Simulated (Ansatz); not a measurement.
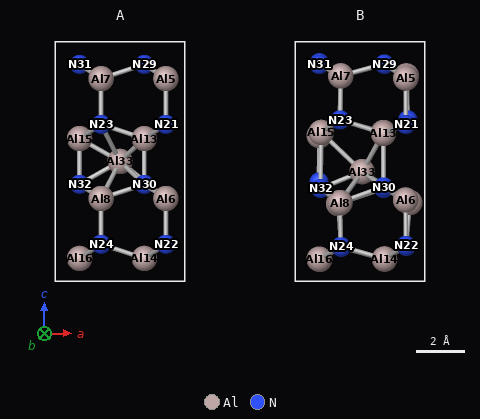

Two geometries of a defect cell of composition Al17N16, drawn at one scale. One is the start of a relaxation, the other its converged end. The picture is a ball-and-stick view of the cell of the calculation (origin shifted), seen along the b axis.

Level of theory: DFT PBE, scalar-relativistic, plane waves, PAW (Ansatz). (plane-wave cutoff 420 eV; k-point mesh 2 × 2 × 2; occupations gaussian; smearing width 0.02 eV; collinear spin; atoms relaxed in a fixed cell; force threshold 0.02 eV/Å; at most 60 steps)

**Which of the two is the end point?**

Structure B is the relaxed one. Case: Al interstitial, charge +0, atoms relaxed. The energy falls by 4.460 eV per cell of the calculation in 14 accepted moves (16 points after the start). Largest force component: 7.1 eV/Å at the start, 0.0095 eV/Å at the end. The line search rejected the trial steps at points 4, 13 of the run. An Al atom moves most: 0.43 Å along [1 0 −3]. By element the largest moves are Al 0.43 Å, N 0.21 Å. The lattice vectors keep their values. Among the contacts that change: Al–N 2.316 → 2.855 Å, Al–N 2.367 → 2.890 Å, Al–N 1.915 → 2.347 Å, Al–Al 1.946 → 2.371 Å. Among the angles between lasting bonds that change: N–Al–Al 170.1° → 146.7°, N–Al–Al 168.7° → 146.4°, N–Al–Al 171.2° → 149.3°. The program noted that the starting moments weren't kept. The run may lie on a higher electronic state than the lowest, so the end point isn't shown to be the ground-state structure. The run took 4.5 min on 4 threads of Arm Neoverse V1, on a shared host, peak memory 1.3 GiB.

Limits of the set-up: the k-point mesh is coarse for a cell with partly filled bands; the periodic images lie only 6.3 Å apart, so the values are limited by the cell's size.
